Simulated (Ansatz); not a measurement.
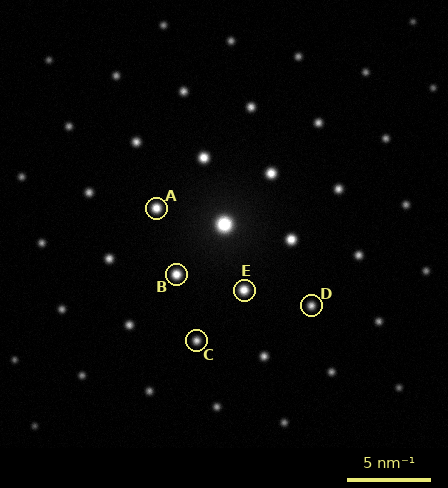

Computed electron diffraction pattern, 80 kV, single scattering only, B = 0.5 Å². The zone axis points towards the electron source and the pattern is seen from the source side.

The sample is Ge, space group P6/mmm (No. 191), a = 4.79 Å, c = 2.71 Å (hexagonal axes). Structure: coordinates from a relaxation with DFT, LDA (PW92), plane waves (420 eV) with PAW, scalar-relativistic in Ansatz; the starting structure was generated, so it need not be a known form of this composition.

Spot A is indexed -2 1 0 and spot B -1 -1 0.

**Index the other marked spots.**

C = −A + 2B = 0 -3 0 (d = 1.384 Å). D = −2A + B = 3 -3 0 (d = 1.384 Å). E = −A + B = 1 -2 0 (d = 2.397 Å).

**Which zone axis is this?**

The cross product of A and B is parallel to [001]; every spot obeys hu + kv + lw = 0.

**What are the spacings of A and B and the angle between them?**

d(A) = 2.397 Å, d(B) = 2.397 Å, and the angle is 60.0°.
